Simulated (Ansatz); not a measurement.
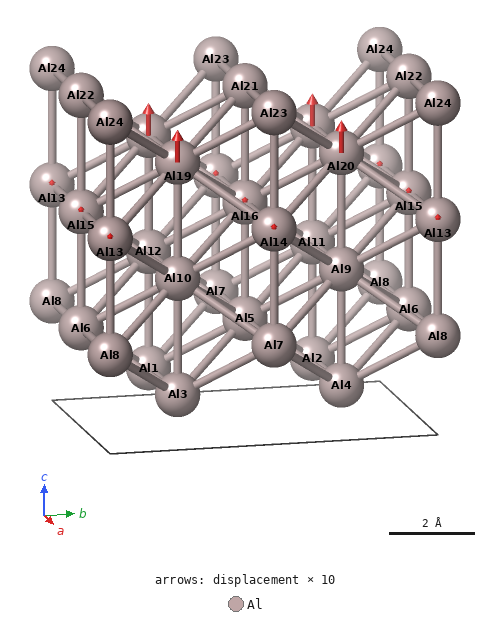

A constrained relaxation of a slab of composition Al (cut from the Fm-3m phase). The starting structure is drawn; red arrows show the displacements, 10 times their true length.

A ball-and-stick model of the cell of the calculation, outlined in the plane, without the vacuum, seen slightly off an axis.

Case: clean slab, lower half held. The slab is the (1 1 0) face of Al. 12 atoms are held fixed.

Theory: DFT PBE+D3(BJ), scalar-relativistic, plane waves, PAW (Ansatz 0.2.0).

The input:
```yaml
crystal:
  lattice:
    - [5.6324246419, 0.0, 0.0]
    - [0.0, 7.9654513176, 0.0]
    - [0.0, 0.0, 24.0405308024]
  atoms:
    - { symbol: Al, position: [0.25, 0.25, 0.3535695642] }
    - { symbol: Al, position: [0.25, 0.75, 0.3535695642] }
    - { symbol: Al, position: [0.75, 0.25, 0.3535695642] }
    - { symbol: Al, position: [0.75, 0.75, 0.3535695642] }
    - { symbol: Al, position: [0.5, 0.5, 0.4121417385] }
    - { symbol: Al, position: [0.5, 0.0, 0.4121417385] }
    - { symbol: Al, position: [0.0, 0.5, 0.4121417385] }
    - { symbol: Al, position: [0.0, 0.0, 0.4121417385] }
    - { symbol: Al, position: [0.75, 0.75, 0.4707139128] }
    - { symbol: Al, position: [0.75, 0.25, 0.4707139128] }
    - { symbol: Al, position: [0.25, 0.75, 0.4707139128] }
    - { symbol: Al, position: [0.25, 0.25, 0.4707139128] }
    - { symbol: Al, position: [0.0, 0.0, 0.5292860872] }
    - { symbol: Al, position: [0.0, 0.5, 0.5292860872] }
    - { symbol: Al, position: [0.5, 0.0, 0.5292860872] }
    - { symbol: Al, position: [0.5, 0.5, 0.5292860872] }
    - { symbol: Al, position: [0.25, 0.25, 0.5878582615] }
    - { symbol: Al, position: [0.25, 0.75, 0.5878582615] }
    - { symbol: Al, position: [0.75, 0.25, 0.5878582615] }
    - { symbol: Al, position: [0.75, 0.75, 0.5878582615] }
    - { symbol: Al, position: [0.5, 0.5, 0.6464304358] }
    - { symbol: Al, position: [0.5, 0.0, 0.6464304358] }
    - { symbol: Al, position: [0.0, 0.5, 0.6464304358] }
    - { symbol: Al, position: [0.0, 0.0, 0.6464304358] }
basis:
  ecutwfc: 420
kpoints:
  mp_grid: { grid: [5, 4, 1] }
hamiltonian:
  xc: pbe
  dispersion: d3bj
scf:
  occupations: { method: gaussian, width: 0.1 }
output:
  forces: true
  eigenvalues: true
  write_density: true
  write_potential: true
  elf: true
  volumetric_format: npy
relax:
  adjacent_minimum: "off"
  f_tol: 0.03
  max_steps: 70
  constraints: [{ sites: [0, 1, 2, 3, 4, 5, 6, 7, 8, 9, 10, 11] }]
efield:
  axis: 3
  dipole_correction: true
  ramp_width: 0.04
```

Command:
```bash
ansatz run input.yaml --threads 4 --pin off --max-ram 10240MiB --backend cpu --events-out ev --progress --plain --runs-dir out
```

### What happened in the run?

After 2 geometry steps the energy has fallen by 39.6 meV per cell of the calculation. Largest force component: 0.26 eV/Å at the start, 0.0014 eV/Å at the end. The largest moves, 0.079 Å, are those of Al17, Al18, Al19 and Al20. Al19 goes along the normal (+c). The cell stays as it was. Among the contacts that change: Al10–Al19 2.816 → 2.895 Å, Al17–Al21 2.816 → 2.777 Å, Al13–Al17 2.816 → 2.850 Å, Al13–Al24 2.816 → 2.802 Å. Cost: 60 s on 4 threads of Arm Neoverse V1, with other jobs on the host, peak memory 1.7 GiB.
